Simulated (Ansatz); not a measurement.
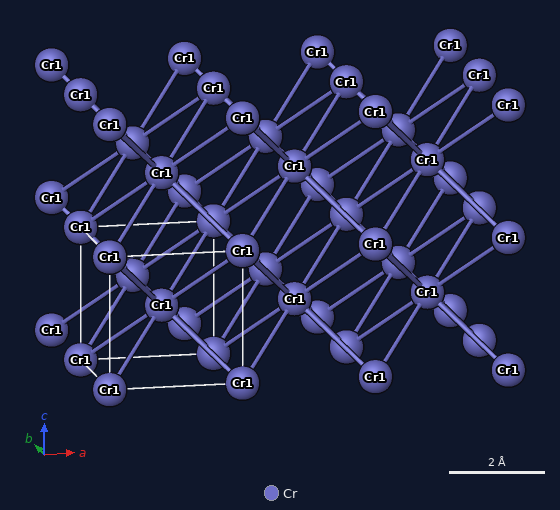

Reference structure: a crystal of Cr (set up in Im-3m). The picture is a ball-and-stick view of the conventional cell (2 times the calculation's cell), repeated 3 × 2 × 2 with one cell outlined, seen slightly off an axis. Lengths and directions refer to the drawn axes.

These are results of DFT, PBE, PAW with Ansatz's default frozen-core files, scalar-relativistic (Ansatz 0.2.0), not measurements. Set-up: plane-wave cutoff 420 eV; k-point mesh 18 × 18 × 18; occupations fermi dirac; smearing width 0.08 eV; collinear spin.

Now this is done to it. All lengths are scaled by −1.4 % (volume −4.0 %), the atoms keeping their fractional coordinates. No relaxation follows.

The input:
```yaml
crystal:
  lattice:
    - [-1.4224618002, 1.4224618002, 1.4224618002]
    - [1.4224618002, -1.4224618002, 1.4224618002]
    - [1.4224618002, 1.4224618002, -1.4224618002]
  atoms:
    - { symbol: Cr, position: [0.0, 0.0, 0.0], spin: 3.0 }
magnetization:
  spin_polarized: true
kpoints:
  mp_grid: { grid: [18, 18, 18] }
scf:
  occupations: { method: fermi_dirac, width: 0.08 }
hamiltonian:
  xc: pbe
  pseudopotentials: { kind: paw }
output:
  forces: true
  stress: true
  eigenvalues: true
  efg: { contact_densities: true }
```

Command:
```bash
ansatz run input.yaml --threads 1 --pin off --max-ram 3072MiB --backend cpu --events-out ev --progress --plain --runs-dir out
```

What is the effect?

Answer. Energy change: −12.4 meV per atom. Pressure: −8.8 GPa before, 1.0 GPa after. All forces vanish by symmetry. Near-neighbour distances before and after: Cr–Cr 2.498 → 2.464 Å. The space group stays Im-3m (No. 229).

The changed structure in the same view:

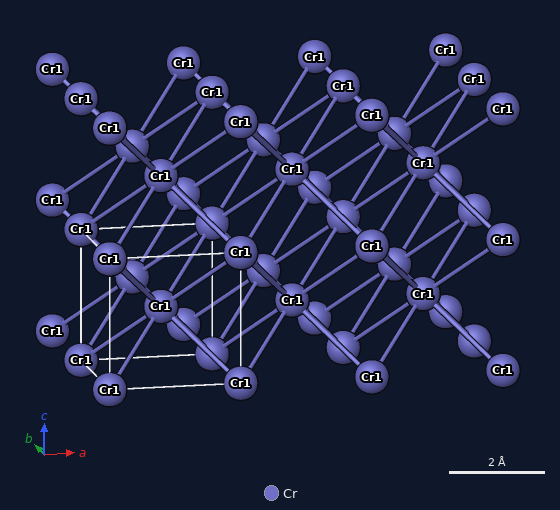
